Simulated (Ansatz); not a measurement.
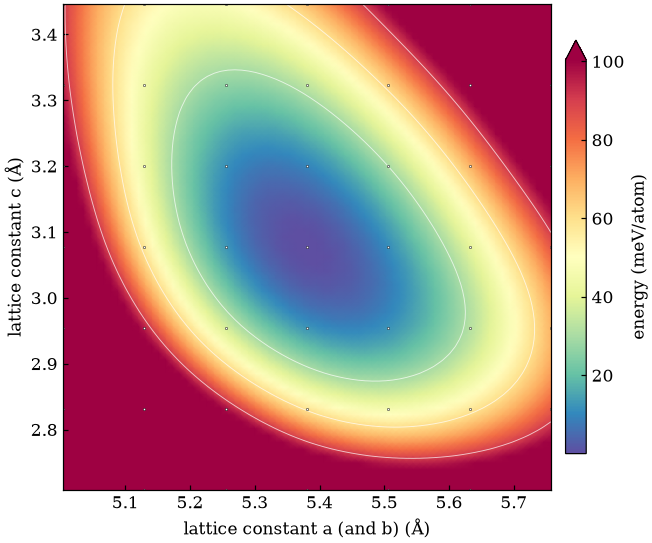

Energy landscape of GaSb (I-4m2, No. 119; 2 atoms in the cell). The energy is mapped over the lattice constants a and c of the conventional cell. Coordinates scanned: (1) lattice constant a (and b); (2) lattice constant c. Nothing is relaxed (symmetry fixes all fractional coordinates). The scan uses a 7 × 7 grid. Energies are in meV/atom, from the lowest grid point. Computed with DFT LDA, scalar-relativistic, plane waves, PAW in Ansatz 0.2.0. Settings: cutoff 420 eV, k-mesh 16×16×16, gaussian smearing 0.15 eV, no spin polarisation.

Drawn: a smooth colour map with a few white contour lines, dots at the grid points, one colour for all values above the top of the scale. Between grid points the surface is interpolated. 

What does the map say about the system?

The lowest grid point is at lattice constant a (and b) = 5.381 Å, lattice constant c = 3.077 Å. No other kind of well shows on this grid. The highest grid point, lattice constant a (and b) = 5.004 Å, lattice constant c = 2.708 Å, lies 447 meV/atom above the lowest. Round the minimum the valley is somewhat tilted: raising lattice constant a (and b) shifts the best value of lattice constant c downwards (coupling k₁₂/√(k₁₁k₂₂) about 0.5).

The input of one point:

```yaml
crystal:
  lattice:
    - [-2.6903114696, 2.6903114696, 1.5386446001]
    - [2.6903114696, -2.6903114696, 1.5386446001]
    - [2.6903114696, 2.6903114696, -1.5386446001]
  atoms:
    - { symbol: Ga, position: [0.25, 0.75, 0.5] }
    - { symbol: Sb, position: [0.0, 0.0, 0.0] }
basis:
  ecutwfc: 420
kpoints:
  mp_grid: { grid: [16, 16, 16] }
hamiltonian:
  xc: lda
  pseudopotentials: { kind: paw, azcp: { folder: soft_1 } }
scf:
  occupations: { method: gaussian, width: 0.15 }
output:
  forces: true
  stress: true
  eigenvalues: true
```

Time for the 49 points that were run: 6.5 min on 1 thread of AMD EPYC 9R45 96-Core Processor (Zen 5) (shared host).
